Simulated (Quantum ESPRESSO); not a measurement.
## TaS₂: relaxation of cell and atoms (part 2 of 3)

Continued. System: TaS₂ (P-3m1, 3 atoms in the cell). Method: Kohn-Sham DFT of a periodic cell, PBE with rVV10, PseudoDojo 0.4.1 SR PBE standard, no spin polarisation (Quantum ESPRESSO 7.5); cutoff 789.13 eV, 9×9×5 k-mesh, fermi-dirac of 0.05 eV. The structure derives from an entry of the Crystallography Open Database.

Geometry of the input (Å; fractional positions):
```
3.3500  0.0000  0.0000
-1.6750  2.9012  0.0000
0.0000  0.0000  5.8600
Ta 0.0000  0.0000  0.0000
S  0.6667  0.3333  0.7500
S  0.3333  0.6667  0.2500
```

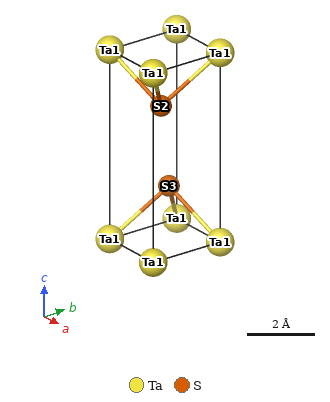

**Figure 1.** The structure as given in the input (ball-and-stick view of the cell of the calculation, seen slightly off an axis; atoms are numbered from 1 in the order of the input).

### The program's output, continued
```
          k = 0.0000 0.5132 0.2287 (  2858 PWs)   bands (ev):

   -58.0971 -24.8551 -24.6279 -24.5392  -2.9641  -2.0837   3.6177   5.1610
     6.4061   6.4072   8.3480   8.5909   9.4044  13.0164  13.4779  15.1416
    15.1529  15.8698  16.3857

          k = 0.1111 0.1925 0.0000 (  2861 PWs)   bands (ev):

   -58.1056 -24.6569 -24.5867 -24.5777  -3.9992  -2.4814   4.2585   5.7127
     6.5103   7.4633   8.2192   9.2835  10.7266  11.4975  12.0848  14.4140
    14.7220  17.8390  17.9773

          k = 0.1111 0.1925 0.1143 (  2879 PWs)   bands (ev):

   -58.1056 -24.6569 -24.5867 -24.5778  -3.9240  -2.6048   4.4808   5.6900
     6.4916   7.4448   8.1981   8.9103  10.8870  11.4286  12.3736  14.3765
    14.6649  17.8498  18.1211

          k = 0.1111 0.1925 0.2287 (  2873 PWs)   bands (ev):

   -58.1056 -24.6569 -24.5867 -24.5779  -3.7664  -2.8370   4.9778   5.5218
     6.4688   7.4897   8.0770   8.3980  11.0532  11.3959  12.8336  14.2588
    14.5444  17.9478  18.2354

          k = 0.1111 0.3208 0.0000 (  2871 PWs)   bands (ev):

   -58.1014 -24.7459 -24.6161 -24.5591  -3.3906  -2.4950   4.9449   5.4573
     5.7692   6.7451   7.6322   8.6196  10.6070  11.9344  12.8903  14.3678
    15.8587  17.8632  18.4606

          k = 0.1111 0.3208 0.1143 (  2866 PWs)   bands (ev):

   -58.1014 -24.7459 -24.6161 -24.5591  -3.3562  -2.5333   4.6992   5.5732
     5.9078   6.6954   7.7378   8.7680  10.4164  12.0804  13.1317  14.1587
    15.3002  17.2607  17.9380

          k = 0.1111 0.3208 0.2287 (  2865 PWs)   bands (ev):

   -58.1014 -24.7459 -24.6161 -24.5592  -3.2209  -2.6996   4.7008   5.4161
     6.2759   6.7527   7.7217   8.4968  10.5434  11.9522  13.2993  14.2020
    14.8343  17.2752  17.7987

          k = 0.1111 0.4491 0.0000 (  2869 PWs)   bands (ev):

   -58.0978 -24.8224 -24.6425 -24.5423  -2.8618  -2.3855   4.2716   5.4553
     6.1072   6.4797   7.4632   7.7282  10.5835  12.5100  13.4218  14.7205
    15.8733  17.4250  17.5726

          k = 0.1111 0.4491 0.1143 (  2860 PWs)   bands (ev):

   -58.0978 -24.8224 -24.6425 -24.5423  -2.9293  -2.2920   4.1633   5.0889
     6.3545   6.5343   7.5815   8.1257  10.3112  12.6628  13.4489  14.5049
    15.4886  16.8602  17.1988

          k = 0.1111 0.4491 0.2287 (  2862 PWs)   bands (ev):

   -58.0978 -24.8224 -24.6425 -24.5424  -2.9158  -2.3039   4.1156   4.9953
     6.3707   6.6791   7.6682   8.2500  10.1662  12.5393  13.3586  14.5487
    15.5859  16.5176  16.9257

          k = 0.1111 0.5774 0.0000 (  2856 PWs)   bands (ev):

   -58.0963 -24.8523 -24.6530 -24.5356  -2.7556  -2.1881   3.7554   5.6188
     6.2065   6.6314   7.3193   7.4071  10.5720  12.9670  13.3849  15.1313
    15.1454  17.0809  17.7203

          k = 0.1111 0.5774 0.1143 (  2865 PWs)   bands (ev):

   -58.0963 -24.8523 -24.6530 -24.5357  -2.7907  -2.1411   3.7422   5.4190
     6.2732   6.5614   7.5254   7.5883  10.4302  12.9403  13.3803  14.9435
    15.2593  16.9075  17.6450

          k = 0.1111 0.5774 0.2287 (  2865 PWs)   bands (ev):

   -58.0963 -24.8523 -24.6529 -24.5357  -2.8390  -2.0733   3.7067   5.2594
     6.2739   6.4268   7.6993   8.0958  10.1139  12.9272  13.3652  14.7113
    15.5195  16.4457  17.3862

          k = 0.2222 0.3849 0.0000 (  2876 PWs)   bands (ev):

   -58.0980 -24.7943 -24.6638 -24.5435  -2.8165  -2.4913   4.8731   5.3267
     5.7687   6.5177   6.7958   8.0950  11.1466  12.1311  13.4024  14.1242
    16.4990  16.9380  18.7616

          k = 0.2222 0.3849 0.1143 (  2865 PWs)   bands (ev):

   -58.0980 -24.7943 -24.6638 -24.5436  -2.7867  -2.5210   4.8237   5.0636
     6.1420   6.5552   6.8255   8.0731  11.1335  11.9462  13.3810  14.2055
    16.0820  17.6969  17.8828

          k = 0.2222 0.3849 0.2287 (  2864 PWs)   bands (ev):

   -58.0980 -24.7943 -24.6638 -24.5436  -2.7124  -2.5952   4.7527   4.8430
     6.5567   6.6446   6.8463   8.0137  11.2192  11.5506  13.3236  14.3474
    15.7629  17.6108  18.5448

          k = 0.2222 0.5132 0.0000 (  2865 PWs)   bands (ev):

   -58.0958 -24.8169 -24.7037 -24.5334  -2.5446  -2.3158   4.3150   5.2367
     5.9787   6.5433   6.7222   7.5630  11.4387  12.5988  13.1114  14.4554
    15.5022  16.6569  18.6000

          k = 0.2222 0.5132 0.1143 (  2862 PWs)   bands (ev):

   -58.0958 -24.8169 -24.7037 -24.5334  -2.5976  -2.2563   4.3061   5.0981
     6.0215   6.6236   6.8100   7.6224  11.1872  12.5754  13.1010  14.4495
    15.5711  17.2945  18.3187

          k = 0.2222 0.5132 0.2287 (  2869 PWs)   bands (ev):

   -58.0958 -24.8169 -24.7036 -24.5335  -2.6212  -2.2311   4.3107   5.0164
     6.0685   6.6238   6.9361   7.6747  10.9755  12.2683  13.0830  14.6099
    16.0558  17.6213  17.8893

          k = 0.3333 0.5774 0.0000 (  2832 PWs)   bands (ev):

   -58.0950 -24.7714 -24.7714 -24.5299  -2.3498  -2.3498   4.7853   5.0848
     5.0848   6.8015   6.8015   7.4177  11.7703  12.7607  12.7607  14.7733
    14.7733  16.2589  20.1054

          k = 0.3333 0.5774 0.1143 (  2844 PWs)   bands (ev):

   -58.0950 -24.7713 -24.7713 -24.5300  -2.3519  -2.3519   4.8841   5.0541
     5.0541   6.8941   6.8941   7.2164  11.8060  12.4863  12.4863  15.1078
    15.1078  16.6551  19.6492

          k = 0.3333 0.5774 0.2287 (  2859 PWs)   bands (ev):

   -58.0950 -24.7713 -24.7713 -24.5300  -2.3553  -2.3553   5.0090   5.0090
     5.0807   6.8656   7.0451   7.0451  11.8562  12.1240  12.1240  15.6078
    15.6078  17.6039  19.0442

          k = 0.0000 0.1283-0.1143 (  2888 PWs)   bands (ev):

   -58.1084 -24.5965 -24.5908 -24.5680  -4.2795  -2.6179   4.1497   5.9894
     6.4753   8.5531   8.6997   9.0721  10.7549  11.3358  11.7049  14.2526
    14.9740  16.7027  17.2657

          k = 0.0000 0.1283-0.2287 (  2867 PWs)   bands (ev):

   -58.1084 -24.5965 -24.5909 -24.5680  -4.1211  -2.8841   4.8687   5.7637
     6.4819   7.8338   8.4929   9.0425  10.7536  11.3288  12.2358  14.3635
    15.0772  16.8248  17.8965

          k = 0.0000 0.2566-0.1143 (  2875 PWs)   bands (ev):

   -58.1045 -24.6878 -24.5889 -24.5730  -3.7464  -2.6265   4.7549   5.4654
     6.6659   6.8312   8.4225   8.5382  10.4054  12.0304  12.0986  14.6174
    15.1444  17.9487  18.2776

          k = 0.0000 0.2566-0.2287 (  2857 PWs)   bands (ev):

   -58.1045 -24.6878 -24.5889 -24.5731  -3.5939  -2.8335   5.0301   5.4474
     6.6419   6.8229   8.1877   8.4547  10.3660  12.1511  12.5313  14.3074
    15.0163  17.6675  18.1373

          k = 0.0000 0.3849-0.1143 (  2862 PWs)   bands (ev):

   -58.1000 -24.7897 -24.6126 -24.5526  -3.0689  -2.6100   4.7207   5.4639
     6.0018   6.6415   7.6345   8.2787  10.0394  12.5924  12.6377  15.4491
    15.9905  16.9154  17.8182

          k = 0.0000 0.3849-0.2287 (  2861 PWs)   bands (ev):

   -58.1000 -24.7897 -24.6126 -24.5526  -3.0148  -2.6610   4.5371   5.2236
     6.4959   6.5755   7.8081   8.3957   9.8893  12.6984  12.7632  15.1177
    15.5160  16.5485  17.0600

          k = 0.0000 0.5132-0.1143 (  2868 PWs)   bands (ev):

   -58.0971 -24.8551 -24.6279 -24.5392  -2.8558  -2.2452   3.7496   5.6959
     6.2549   6.4949   7.2333   8.3990   9.8019  13.0278  13.4200  15.1573
    15.5938  16.6411  17.6327

          k = 0.0000 0.5132-0.2287 (  2858 PWs)   bands (ev):

   -58.0971 -24.8551 -24.6279 -24.5392  -2.9217  -2.1489   3.6756   5.3353
     6.3198   6.4196   7.9585   8.5577   9.5718  13.0329  13.4020  15.1862
    15.2019  16.1753  17.0545

          k =-0.1111 0.3208-0.1143 (  2866 PWs)   bands (ev):

   -58.1014 -24.7459 -24.6161 -24.5591  -3.3008  -2.6135   5.0671   5.3734
     5.8928   6.8518   7.5571   8.3352  10.8385  11.6269  12.9712  14.5022
    15.6553  18.1951  18.4448

          k =-0.1111 0.3208-0.2287 (  2865 PWs)   bands (ev):

   -58.1014 -24.7459 -24.6161 -24.5592  -3.1602  -2.7752   4.8512   5.4093
     6.2208   6.8736   7.6059   8.2305  10.7782  11.6933  13.1575  14.3991
    15.0597  17.8438  18.0928

          k =-0.1111 0.4491-0.1143 (  2860 PWs)   bands (ev):

   -58.0978 -24.8224 -24.6425 -24.5423  -2.7777  -2.4841   4.2961   5.4879
     6.2296   6.4629   7.4019   7.6185  10.6514  12.2876  13.3741  14.7964
    16.4102  16.9078  17.6493

          k =-0.1111 0.4491-0.2287 (  2862 PWs)   bands (ev):

   -58.0978 -24.8224 -24.6425 -24.5424  -2.8319  -2.4130   4.1969   5.1652
     6.3792   6.6374   7.5957   7.8382  10.4216  12.3130  13.3537  14.6311
    16.1050  16.8215  17.0828

          k =-0.2222 0.5132-0.1143 (  2862 PWs)   bands (ev):

   -58.0958 -24.8169 -24.7037 -24.5334  -2.5412  -2.3216   4.3277   5.2134
     5.9726   6.6033   6.7911   7.5025  11.4172  12.2567  13.1444  14.5167
    15.9976  16.7520  18.2973

          k =-0.2222 0.5132-0.2287 (  2869 PWs)   bands (ev):

   -58.0958 -24.8169 -24.7036 -24.5335  -2.5946  -2.2632   4.3189   5.0872
     6.0623   6.5437   6.9859   7.5837  11.1086  12.1132  13.1073  14.6000
    16.5440  16.9790  17.9352

     the Fermi energy is    10.6141 ev

!    total energy              =    -174.43261942 Ry
     estimated scf accuracy    <          5.9E-12 Ry
     smearing contrib. (-TS)   =      -0.00109362 Ry
     internal energy E=F+TS    =    -174.43152580 Ry

     The total energy is F=E-TS. E is the sum of the following terms:
     one-electron contribution =     -61.75883028 Ry
     hartree contribution      =      40.29970361 Ry
     xc contribution           =     -42.26801291 Ry
     ewald contribution        =    -110.70438622 Ry

     convergence has been achieved in  10 iterations

     Forces acting on atoms (cartesian axes, Ry/au):

     atom    1 type  1   force =     0.00000000    0.00000000    0.00000000
     atom    2 type  2   force =    -0.00000000    0.00000000   -0.05132863
     atom    3 type  2   force =     0.00000000    0.00000000    0.05132863

     Total force =     0.072590     Total SCF correction =     0.000000

     Computing stress (Cartesian axis) and pressure

          total   stress  (Ry/bohr**3)                   (kbar)     P=       63.86
   0.00032335   0.00000000   0.00000000           47.57        0.00        0.00
   0.00000000   0.00032335   0.00000000            0.00       47.57        0.00
  -0.00000000  -0.00000000   0.00065571           -0.00       -0.00       96.46

     BFGS Geometry Optimization
     Energy error            =      1.1E-02 Ry
     Gradient error          =      5.1E-02 Ry/Bohr
     Cell gradient error     =      9.6E+01 kbar

     number of scf cycles    =   1
     number of bfgs steps    =   0

     enthalpy           new  =    -174.4326194155 Ry

     new trust radius        =       0.0642749480 bohr
     new conv_thr            =       0.0000000006 Ry

     new unit-cell volume =    396.98060 a.u.^3 (    58.82646 Ang^3 )
     density =      6.91772 g/cm^3

CELL_PARAMETERS (angstrom)
   3.377080526   0.000000000  -0.000000000
  -1.688540263   2.924637526   0.000000000
   0.000000000   0.000000000   5.956062110

ATOMIC_POSITIONS (crystal)
Ta               0.0000000000        0.0000000000        0.0000000000
S                0.6666666667        0.3333333333        0.7453648560
S                0.3333333333        0.6666666667        0.2546351440

     NEW-OLD atomic charge density approx. for the potential
     New effective cutoffs (rho, wfc):  227.43   57.06

     Self-consistent Calculation

[... 87 further cycles ...]
     iteration #  3     ecut=    58.00 Ry     beta= 0.50
     Davidson diagonalization with overlap
     ethr =  3.58E-04,  avg # of iterations =  2.0

     total energy              =    -174.43680112 Ry
     estimated scf accuracy    <       0.02786425 Ry

     iteration #  4     ecut=    58.00 Ry     beta= 0.50
     Davidson diagonalization with overlap
     ethr =  1.11E-04,  avg # of iterations =  1.0

     total energy              =    -174.44004820 Ry
     estimated scf accuracy    <       0.00081661 Ry

     iteration #  5     ecut=    58.00 Ry     beta= 0.50
     Davidson diagonalization with overlap
     ethr =  3.27E-06,  avg # of iterations =  3.6

     total energy              =    -174.44015775 Ry
     estimated scf accuracy    <       0.00020779 Ry

     iteration #  6     ecut=    58.00 Ry     beta= 0.50
     Davidson diagonalization with overlap
     ethr =  8.31E-07,  avg # of iterations =  1.7

     total energy              =    -174.44018961 Ry
     estimated scf accuracy    <       0.00000145 Ry

     iteration #  7     ecut=    58.00 Ry     beta= 0.50
     Davidson diagonalization with overlap
     ethr =  5.82E-09,  avg # of iterations =  4.0

     total energy              =    -174.44019082 Ry
     estimated scf accuracy    <       0.00000040 Ry

     iteration #  8     ecut=    58.00 Ry     beta= 0.50
     Davidson diagonalization with overlap
     ethr =  1.59E-09,  avg # of iterations =  2.0

     total energy              =    -174.44019091 Ry
     estimated scf accuracy    <          9.9E-09 Ry

     iteration #  9     ecut=    58.00 Ry     beta= 0.50
     Davidson diagonalization with overlap
     ethr =  3.96E-11,  avg # of iterations =  3.0

     total energy              =    -174.44019091 Ry
     estimated scf accuracy    <          2.3E-09 Ry

     iteration # 10     ecut=    58.00 Ry     beta= 0.50
     Davidson diagonalization with overlap
     ethr =  9.34E-12,  avg # of iterations =  1.8

     total energy              =    -174.44019091 Ry
     estimated scf accuracy    <          4.5E-10 Ry

     iteration # 11     ecut=    58.00 Ry     beta= 0.50
     Davidson diagonalization with overlap
     ethr =  1.80E-12,  avg # of iterations =  2.3

     total energy              =    -174.44019091 Ry
     estimated scf accuracy    <          3.0E-11 Ry

     iteration # 12     ecut=    58.00 Ry     beta= 0.50
     Davidson diagonalization with overlap
     ethr =  1.21E-13,  avg # of iterations =  2.1

     End of self-consistent calculation

          k = 0.0000 0.0000 0.0000 (  2877 PWs)   bands (ev):

   -57.9991 -24.4436 -24.4026 -24.4026  -4.2145  -2.2222   3.6939   7.0215
     7.0215   9.6185  10.1960  10.1960  10.7272  10.9866  10.9866  14.4908
    14.4908  15.9821  16.0570

          k =-0.0000-0.0000 0.1146 (  2877 PWs)   bands (ev):

   -57.9991 -24.4437 -24.4026 -24.4026  -4.1083  -2.4323   4.0904   7.0372
     7.0372   8.5973  10.1226  10.1226  10.9738  10.9738  11.3532  14.6650
    14.6650  16.0312  16.5780

          k =-0.0000-0.0000 0.2291 (  2852 PWs)   bands (ev):

   -57.9991 -24.4438 -24.4026 -24.4026  -3.8684  -2.8254   4.9768   7.0634
     7.0634   7.2488  10.0095  10.0095  10.9527  10.9527  11.7875  14.9623
    14.9623  16.3593  17.3516

          k = 0.0000 0.1288 0.0000 (  2847 PWs)   bands (ev):

   -57.9975 -24.4388 -24.4365 -24.4108  -4.0285  -2.2137   3.9325   6.6854
     7.1114   8.9051   9.5597   9.6499  10.6960  11.4152  11.6149  14.3012
    14.5360  16.7971  16.9846

          k = 0.0000 0.1288 0.1146 (  2860 PWs)   bands (ev):

   -57.9975 -24.4389 -24.4366 -24.4108  -3.9269  -2.4005   4.2776   6.6563
     7.0976   8.6409   9.0265   9.5945  10.9101  11.6247  11.8626  14.4371
    14.4504  16.8036  17.3608

          k = 0.0000 0.1288 0.2291 (  2834 PWs)   bands (ev):

   -57.9975 -24.4389 -24.4366 -24.4108  -3.6877  -2.7715   5.1185   6.2894
     7.1278   8.0135   8.7337   9.4860  10.9928  11.6099  12.3226  14.5054
    14.7142  17.1229  17.7530

          k = 0.0000 0.2577 0.0000 (  2859 PWs)   bands (ev):

   -57.9935 -24.5283 -24.4316 -24.4195  -3.5206  -2.1903   4.5774   6.1625
     7.0442   7.2553   8.9092   9.1434  10.3552  11.9974  12.2686  14.8366
    14.8626  17.7944  18.0370

          k = 0.0000 0.2577 0.1146 (  2843 PWs)   bands (ev):

   -57.9935 -24.5283 -24.4316 -24.4196  -3.4502  -2.2922   4.6492   6.2875
     6.8278   7.1909   9.0338   9.1861  10.2640  12.3385  12.5789  14.4807
    14.5366  17.1504  17.5937

          k = 0.0000 0.2577 0.2291 (  2836 PWs)   bands (ev):

   -57.9935 -24.5283 -24.4316 -24.4196  -3.2302  -2.5921   5.0851   6.0263
     7.0262   7.1955   8.5323   8.9934  10.4653  12.4014  13.0078  14.1227
    14.5838  17.0493  17.5256

          k = 0.0000 0.3865 0.0000 (  2833 PWs)   bands (ev):

   -57.9890 -24.6285 -24.4551 -24.3998  -2.8675  -2.1353   5.0007   5.5808
     6.2213   7.2088   8.0887   8.6673  10.0363  12.8196  12.8569  15.3808
    15.7305  16.9912  17.5757

          k = 0.0000 0.3865 0.1146 (  2838 PWs)   bands (ev):
```
